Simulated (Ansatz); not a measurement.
**Ta16H: geometry relaxation (part 2 of 2)**

The same run, continued: Ta16H (defect cell, 17 atoms in the cell); DFT PBE, scalar-relativistic, plane waves, PAW, no spin polarisation (Ansatz 0.2.0); cutoff 420 eV, 3×3×3 k-mesh, Gaussian smearing of 0.1 eV. It belongs to a series of runs on one base structure; here: end point B relaxed.

Geometry of the input (Å; fractional positions):
```
6.6200  0.0000  0.0000
0.0000  6.6200  0.0000
0.0000  0.0000  6.6200
Ta 0.0000  0.0000  0.0000
Ta 0.5000  0.0000  0.0000
Ta 0.0000  0.5000  0.0000
Ta 0.0000  0.0000  0.5000
Ta 0.2500  0.2500  0.2500
Ta 0.5000  0.5000  0.0000
Ta 0.5000  0.0000  0.5000
Ta 0.7500  0.2500  0.2500
Ta 0.0000  0.5000  0.5000
Ta 0.2500  0.7500  0.2500
Ta 0.2500  0.2500  0.7500
Ta 0.5000  0.5000  0.5000
Ta 0.7500  0.7500  0.2500
Ta 0.7500  0.2500  0.7500
Ta 0.2500  0.7500  0.7500
Ta 0.7500  0.7500  0.7500
H  0.1199  0.0108  0.2449
```

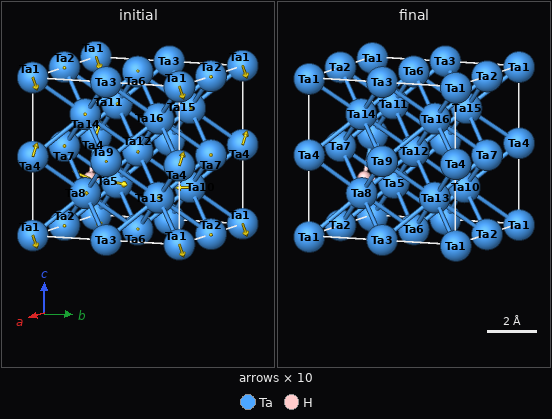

Figure 1. Before (left) and after (right) the relaxation, at one scale (ball-and-stick view of the cell of the calculation, seen slightly off an axis). The yellow arrows give the displacements, magnified 10 times. After 4 geometry steps the energy has fallen by 12.4 meV per atom. The largest force component goes from 1.4 to 0.015 eV/Å. The line search rejected the trial step at point 1 (counted from 0) and went back. The largest move is that of H17, 0.080 Å. By element the largest moves are H 0.080 Å, Ta 0.072 Å. The cell stays as it was. Distances before and after: Ta5–H17 1.803 → 1.919 Å, Ta1–H17 1.807 → 1.919 Å, Ta1–Ta10 2.867 → 2.977 Å, Ta10–Ta12 2.867 → 2.810 Å. Among the angles that change: Ta4–H17–Ta10 98.0° → 101.7°, Ta1–H17–Ta5 105.2° → 101.7°, Ta1–H17–Ta4 128.5° → 126.5°. (Atoms are counted from 1 in the order of the input.)

```
SCF converged after 3 iterations
Free energy (F): -158931.961793 eV
Harris-Foulkes:  -158931.961793 eV  (|F-HF|=1.05e-8)
Internal energy: -158931.794372 eV  (E = F + TS)
E sigma→0 (E₀):  -158931.878083 eV
Entropy (-TS):   -0.167421 eV (-9.848 meV/atom)
Fermi energy:    18.510773 eV
--- Per-component energies (eV) ---
  E_band       = -1661.355554
  E_kinetic    = 5876.473176
  E_local      = -8800.731758  (includes V_loc(G=0)·N_el)
  E_nonlocal   = 239.929283
  E_hartree    = 3056.761941
  E_xc         = -3507.153537
  E_vxc        = -3280.180161  (∫ρ·V_xc dr)
  E_paw        = -134348.113571  (= ΣΔE_a)
  E_vpaw       = -1810.369994  (= ΣTr[D̂ρ^β])
  E_aug_tail   = 0.000796  (compensation charges beyond the density's cutoff)
  E_ewald      = -21448.960701
  E_smearing   = -0.167421  (= −TS)
  E_closure    = 0.000000  (closes the sum)
  Σ components = -158931.961793   (vs F -158931.961793, Δ=0.00e0)
--- Forces (eV/Å), atoms counted from 1 ---
  atom   1  Ta     0.00683307     0.00053710     0.00367974
  atom   2  Ta    -0.01132787    -0.00007344    -0.00901779
  atom   3  Ta    -0.01486170    -0.00036890    -0.00790712
  atom   4  Ta     0.00719943     0.00017301    -0.00511978
  atom   5  Ta    -0.00664948    -0.00326859    -0.00063866
  atom   6  Ta    -0.01120393     0.00044478    -0.00989094
  atom   7  Ta    -0.01163136    -0.00026586     0.00868083
  atom   8  Ta     0.01069339     0.00951757     0.00027912
  atom   9  Ta    -0.01424382     0.00030939     0.00768367
  atom  10  Ta    -0.00621671     0.00233575    -0.00015967
  atom  11  Ta     0.01499208     0.00833498     0.00057387
  atom  12  Ta    -0.01142120     0.00027760     0.00814771
  atom  13  Ta     0.01109762    -0.00846962     0.00042066
  atom  14  Ta     0.01157111     0.00957054     0.00018874
  atom  15  Ta     0.01314755    -0.00771046    -0.00011165
  atom  16  Ta     0.01148896    -0.00865889     0.00042135
  atom  17  H      0.00054104    -0.00270037     0.00277728
  max |Σ_I F_I| component: 1.54e-5 eV/Å
--- Relaxed structure (5 steps of the walk, 4 accepted, 0 SCFs on fresh bases) ---
  F+E_penalty+E_count = -158931.96179313 eV   max|allowed force component| = 1.499e-2 eV/Å
  atoms:
    - { symbol: Ta, position: [-0.005836030868367883, 0.0006206073129989164, -0.009235051294806316] }
    - { symbol: Ta, position: [0.5015409954541888, 0.0006353851700414057, -0.001120176075054909] }
    - { symbol: Ta, position: [0.0007840469732823507, 0.5006385655124284, 0.00016292617635770647] }
    - { symbol: Ta, position: [-0.005822241020470617, 0.0006261132737110323, 0.5086188706802401] }
    - { symbol: Ta, position: [0.2552325686646167, 0.25955412603350947, 0.2497203227582477] }
    - { symbol: Ta, position: [0.5007745757765178, 0.5006279057030731, 0.0013873900148644268] }
    - { symbol: Ta, position: [0.5015441013954091, 0.0006375864320964455, 0.5005353312130091] }
    - { symbol: Ta, position: [0.7478796768346948, 0.2514579175378648, 0.24970090266979003] }
    - { symbol: Ta, position: [0.0007745902492875895, 0.5006297138898983, 0.49924966600237297] }
    - { symbol: Ta, position: [0.2552133415991578, 0.7417727352998177, 0.24971320219567292] }
    - { symbol: Ta, position: [0.24863414297444753, 0.2501710253310801, 0.749701078671228] }
    - { symbol: Ta, position: [0.5007827867431177, 0.5006315425289939, 0.4980579298810508] }
    - { symbol: Ta, position: [0.7478752499804459, 0.7497923170417234, 0.2496991848318649] }
    - { symbol: Ta, position: [0.7486250727990431, 0.24896640420608984, 0.749703015993102] }
    - { symbol: Ta, position: [0.2486630616852369, 0.7510892335791933, 0.7497099785374008] }
    - { symbol: Ta, position: [0.7486182828803064, 0.7522674384213173, 0.7496981821778774] }
    - { symbol: H, position: [0.12464384787908561, 0.0007208827261622527, 0.24963194556678167] }
```

Trajectory as extended XYZ (Å, eV, eV/Å), 5 frames, from step=1 to step=5
```
17
Lattice="6.6200 0.0000 0.0000 0.0000 6.6200 0.0000 0.0000 0.0000 6.6200" Properties=species:S:1:pos:R:3:forces:R:3 step=1 energy=-158931.75101
Ta    0.0000    0.0000    0.0000   -0.7392  -0.0384  -1.3730
Ta    3.3100    0.0000    0.0000    0.1875  -0.0111  -0.0969
Ta    0.0000    3.3100    0.0000   -0.0052   0.0066  -0.0338
Ta    0.0000    0.0000    3.3100   -0.5480  -0.0247   1.0148
Ta    1.6550    1.6550    1.6550    0.7969   1.3640   0.0158
Ta    3.3100    3.3100    0.0000   -0.0013   0.0111   0.0667
Ta    3.3100    0.0000    3.3100    0.1632  -0.0108   0.0823
Ta    4.9650    1.6550    1.6550   -0.2205   0.1181   0.0055
Ta    0.0000    3.3100    3.3100    0.0007   0.0044   0.0260
Ta    1.6550    4.9650    1.6550    0.4329  -0.7382   0.0056
Ta    1.6550    1.6550    4.9650    0.0046   0.0359  -0.0033
Ta    3.3100    3.3100    3.3100    0.0028   0.0128  -0.0622
Ta    4.9650    4.9650    1.6550   -0.1669  -0.0868   0.0052
Ta    4.9650    1.6550    4.9650    0.0052  -0.0615  -0.0054
Ta    1.6550    4.9650    4.9650   -0.0087  -0.0199  -0.0014
Ta    4.9650    4.9650    4.9650   -0.0026   0.0520  -0.0072
H     0.7939    0.0718    1.6215    0.0985  -0.6135   0.3612
17
Lattice="6.6200 0.0000 0.0000 0.0000 6.6200 0.0000 0.0000 0.0000 6.6200" Properties=species:S:1:pos:R:3:forces:R:3 step=2 energy=-158931.67560 accepted=F
Ta   -0.0806   -0.0007   -0.1309    0.5716   0.0573   0.9277
Ta    3.3580   -0.0044   -0.0292   -0.3684   0.0649   0.3653
Ta   -0.0149    3.3111   -0.0152    0.2827  -0.0159   0.3339
Ta   -0.0762    0.0003    3.4410    0.5942   0.0519  -1.0166
Ta    1.7425    1.7795    1.6549   -0.6363  -0.8644  -0.0232
Ta    3.3313    3.3206   -0.0156   -0.1339  -0.0476   0.2203
Ta    3.3477   -0.0043    3.3324   -0.3016   0.0642  -0.3119
Ta    4.9045    1.6879    1.6570    0.4492  -0.3914  -0.0297
Ta   -0.0105    3.3105    3.3207    0.2438  -0.0108  -0.2995
Ta    1.7294    4.8433    1.6542   -0.6472   1.0117  -0.0193
Ta    1.6701    1.6756    4.9644   -0.3045  -0.3530   0.0085
Ta    3.3302    3.3212    3.3252   -0.1440  -0.0520  -0.2447
Ta    4.9265    4.9460    1.6571    0.3105   0.2822  -0.0293
Ta    4.9400    1.6740    4.9603    0.1408  -0.2399   0.0228
Ta    1.6608    4.9533    4.9648   -0.2240   0.2830   0.0037
Ta    4.9422    4.9463    4.9595    0.1513   0.2810   0.0278
H     0.8129    0.0315    1.6407    0.0158  -0.1210   0.0642
17
Lattice="6.6200 0.0000 0.0000 0.0000 6.6200 0.0000 0.0000 0.0000 6.6200" Properties=species:S:1:pos:R:3:forces:R:3 step=3 energy=-158931.95371
Ta   -0.0310    0.0001   -0.0616   -0.1004   0.0131  -0.1093
Ta    3.3215    0.0025    0.0011   -0.0042  -0.0065  -0.0781
Ta    0.0014    3.3126    0.0010    0.0158  -0.0066  -0.0089
Ta   -0.0298    0.0003    3.3701   -0.0443   0.0144  -0.0266
Ta    1.6856    1.7145    1.6548    0.0959   0.1462  -0.0043
Ta    3.3141    3.3126    0.0081    0.0046   0.0045   0.0369
Ta    3.3200    0.0025    3.3067    0.0025  -0.0066   0.0752
Ta    4.9503    1.6575    1.6540    0.0103   0.0675   0.0030
Ta    0.0007    3.3124    3.3072    0.0247  -0.0051   0.0056
Ta    1.6821    4.9102    1.6547    0.0056   0.0866  -0.0058
Ta    1.6516    1.6549    4.9638   -0.0112   0.0111   0.0031
Ta    3.3150    3.3128    3.3001   -0.0002   0.0030  -0.0333
Ta    4.9538    4.9676    1.6540   -0.0089  -0.0638   0.0031
Ta    4.9593    1.6489    4.9638   -0.0068  -0.0358  -0.0018
Ta    1.6532    4.9691    4.9640   -0.0308  -0.0052   0.0019
Ta    4.9568    4.9747    4.9636    0.0071   0.0302  -0.0005
H     0.8092    0.0385    1.6360    0.0403  -0.2470   0.1399
17
Lattice="6.6200 0.0000 0.0000 0.0000 6.6200 0.0000 0.0000 0.0000 6.6200" Properties=species:S:1:pos:R:3:forces:R:3 step=4 energy=-158931.96179
Ta   -0.0386    0.0041   -0.0611    0.0069   0.0007   0.0037
Ta    3.3202    0.0042   -0.0074   -0.0115  -0.0001  -0.0089
Ta    0.0052    3.3142    0.0011   -0.0146  -0.0004  -0.0078
Ta   -0.0385    0.0041    3.3671    0.0073   0.0003  -0.0051
Ta    1.6896    1.7182    1.6531   -0.0067  -0.0033  -0.0007
Ta    3.3151    3.3142    0.0092   -0.0114   0.0005  -0.0098
Ta    3.3202    0.0042    3.3135   -0.0117  -0.0003   0.0086
Ta    4.9510    1.6647    1.6530    0.0108   0.0093   0.0003
Ta    0.0051    3.3142    3.3050   -0.0141   0.0003   0.0076
Ta    1.6895    4.9105    1.6531   -0.0062   0.0024  -0.0002
Ta    1.6460    1.6561    4.9630    0.0148   0.0081   0.0006
Ta    3.3152    3.3142    3.2971   -0.0116   0.0003   0.0080
Ta    4.9509    4.9636    1.6530    0.0111  -0.0083   0.0004
Ta    4.9559    1.6482    4.9630    0.0117   0.0094   0.0002
Ta    1.6461    4.9722    4.9631    0.0131  -0.0076  -0.0001
Ta    4.9559    4.9800    4.9630    0.0116  -0.0084   0.0004
H     0.8251    0.0048    1.6526    0.0006  -0.0028   0.0028
17
Lattice="6.6200 0.0000 0.0000 0.0000 6.6200 0.0000 0.0000 0.0000 6.6200" Properties=species:S:1:pos:R:3:forces:R:3 step=5 energy=-158931.96179
Ta   -0.0386    0.0041   -0.0611    0.0068   0.0005   0.0037
Ta    3.3202    0.0042   -0.0074   -0.0113  -0.0001  -0.0090
Ta    0.0052    3.3142    0.0011   -0.0149  -0.0004  -0.0079
Ta   -0.0385    0.0041    3.3671    0.0072   0.0002  -0.0051
Ta    1.6896    1.7182    1.6531   -0.0066  -0.0033  -0.0006
Ta    3.3151    3.3142    0.0092   -0.0112   0.0004  -0.0099
Ta    3.3202    0.0042    3.3135   -0.0116  -0.0003   0.0087
Ta    4.9510    1.6647    1.6530    0.0107   0.0095   0.0003
Ta    0.0051    3.3142    3.3050   -0.0142   0.0003   0.0077
Ta    1.6895    4.9105    1.6531   -0.0062   0.0023  -0.0002
Ta    1.6460    1.6561    4.9630    0.0150   0.0083   0.0006
Ta    3.3152    3.3142    3.2971   -0.0114   0.0003   0.0081
Ta    4.9509    4.9636    1.6530    0.0111  -0.0085   0.0004
Ta    4.9559    1.6482    4.9630    0.0116   0.0096   0.0002
Ta    1.6461    4.9722    4.9631    0.0131  -0.0077  -0.0001
Ta    4.9559    4.9800    4.9630    0.0115  -0.0087   0.0004
H     0.8251    0.0048    1.6526    0.0005  -0.0027   0.0028
```

Key numbers

- outcome: converged
- electrons treated: 209
- free energy: −158931.9618 eV
- Fermi energy: 18.511 eV
- final volume: 290.12 Å³
- largest force (length of the vector) at the end: 0.017 eV/Å
- hardware: 4 threads of Intel Xeon @ 2.50GHz (Skylake/Cascade Lake), 16 GiB of memory available, shared host
- wall time: 41 s (CPU time 2.5 min)
- peak memory: 1.2 GiB

Spin–orbit coupling is left out, which matters for Ta.
